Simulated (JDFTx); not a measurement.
## A series of single points on Pt

System: Pt (1 atom in the cell).
Method: Kohn-Sham DFT of a periodic cell, PBE, PseudoDojo-SR-PBE-0.5-standard, no spin polarisation (JDFTx 1.7.0 (patched build)).

The 7 runs differ only in the geometry, by an even scaling of the cell at fixed fractional positions. The structure derives from an entry of the Crystallography Open Database.

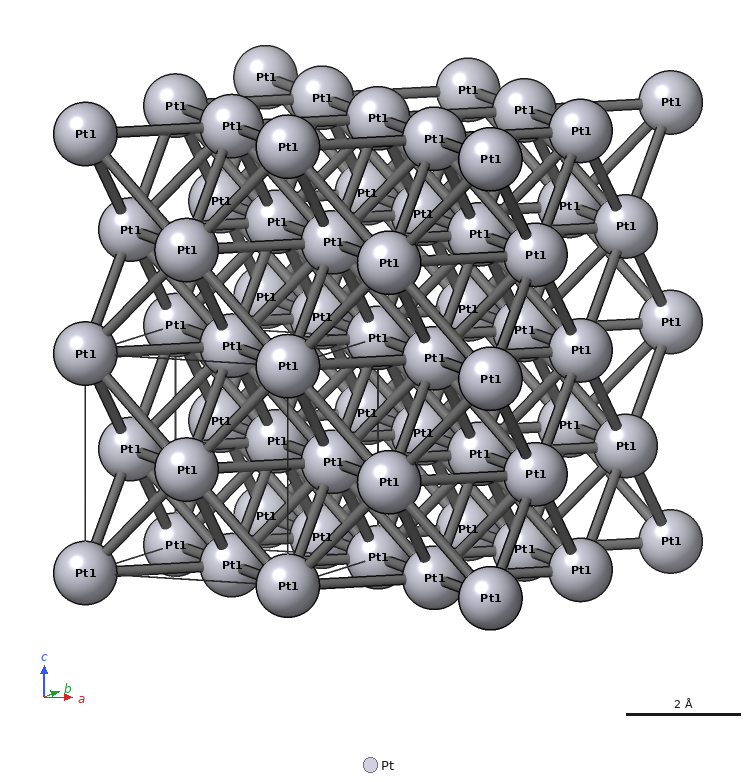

Figure 1. The structure of run 4 (ball-and-stick view of the cell 4 times as large as that of the calculation, set on its symmetry axes, repeated 2 × 2 × 2, seen slightly off an axis; atoms are numbered from 1 in the order of the input).

**Input of run 4**
```
lattice \
    0.0000000000     3.7055639578     3.7055639578 \
    3.7055639578     0.0000000000     3.7055639578 \
    3.7055639578     3.7055639578     0.0000000000
coords-type Lattice
ion Pt     0.0000000000     0.0000000000     0.0000000000 1

ion-species pseudo/Pt.upf
elec-cutoff 42
elec-ex-corr gga-PBE
kpoint-folding 12 12 12
elec-smearing Fermi 0.0018374661
elec-n-bands 15
electronic-SCF nIterations 100 energyDiffThreshold 1e-08
electronic-minimize nIterations 30 energyDiffThreshold 1e-7
forces-output-coords Cartesian

dump-name run.$VAR
dump End Ecomponents EigStats BandEigs Kpoints Forces Stress
```

Command:
```bash
jdftx -c 1 -i Pt.in -o Pt.out
```

Lattice vectors (Å) and fractional positions of run 4:
```
   0.000000    1.960900    1.960900
   1.960900    0.000000    1.960900
   1.960900    1.960900    0.000000
Pt  0.000000  0.000000  0.000000
```

Run 2 differs from it as follows:
```diff
-    0.0000000000     3.7055639578     3.7055639578 \
-    3.7055639578     0.0000000000     3.7055639578 \
-    3.7055639578     3.7055639578     0.0000000000
+    0.0000000000     3.6554826299     3.6554826299 \
+    3.6554826299     0.0000000000     3.6554826299 \
+    3.6554826299     3.6554826299     0.0000000000
```

**Results, with one run withheld**

| run | volume per atom (Å³) | free energy per atom, from the lowest run given (meV) | pressure (GPa) |
| --- | --- | --- | --- |
| 1 | 14.175 | 128.07 | 31.39 |
| 2 | 14.477 | ? | ? |
| 3 | 14.778 | 39.83 | 16.05 |
| 4 | 15.080 | 15.68 | 9.67 |
| 5 | 15.381 | 2.84 | 4.03 |
| 6 | 15.683 | 0.00 | −0.96 |
| 7 | 15.985 | 6.01 | −5.37 |

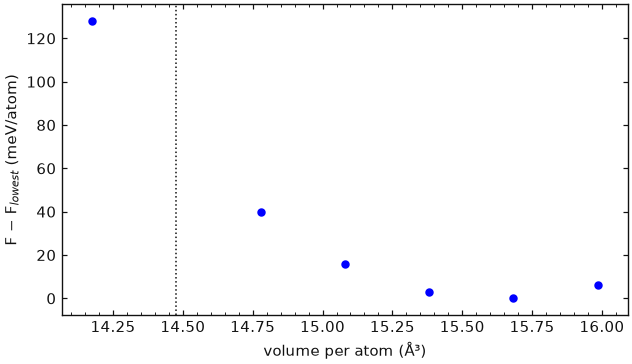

Figure 2. Free energy per atom of the runs given; the dotted line marks run 2.

What should run 2 give?

A cubic polynomial in V^(−2/3) (the Birch–Murnaghan form), fitted to the 6 runs given, misses them by at most 0.01 meV per atom. With x = V^(−2/3) − 0.16325 Å⁻², it reads F = 11.182 + 7056.9 x + 1.1106e+06 x² + 4.5014e+06 x³ (meV per atom). At run 2 it gives 76.66 meV per atom, and the run itself gives 76.74. The slope of the fit gives a pressure −dF/dV of 23.27 GPa there, and the run prints 23.25 GPa. The fit has its minimum at 15.624 Å³ per atom, where V d²F/dV² gives 249 GPa: the bulk modulus at this level, since symmetry fixes the shape and the positions.

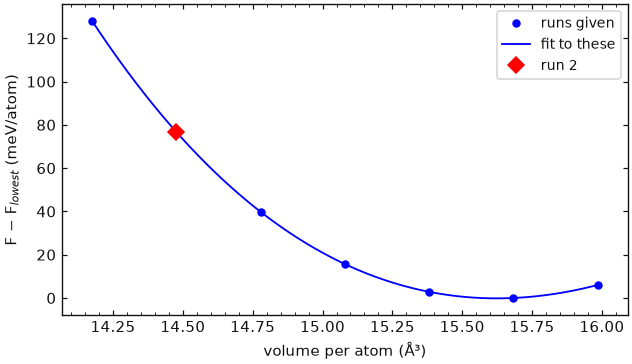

Figure 3. The fit and the withheld run.

**Some lines of the output (run 2)**
```
[...]
unit cell volume = 97.6932
     Etot =     -121.1686823323912563
        F =     -121.1692352996763731
	HOMO-LUMO gap: +0.000233
	Optical gap  : +0.005249 at state 39 ( [ +0.000000 +0.416667 +0.416667 ] spin 0 )
```

Notes: Spin–orbit coupling is left out, which matters for Pt.
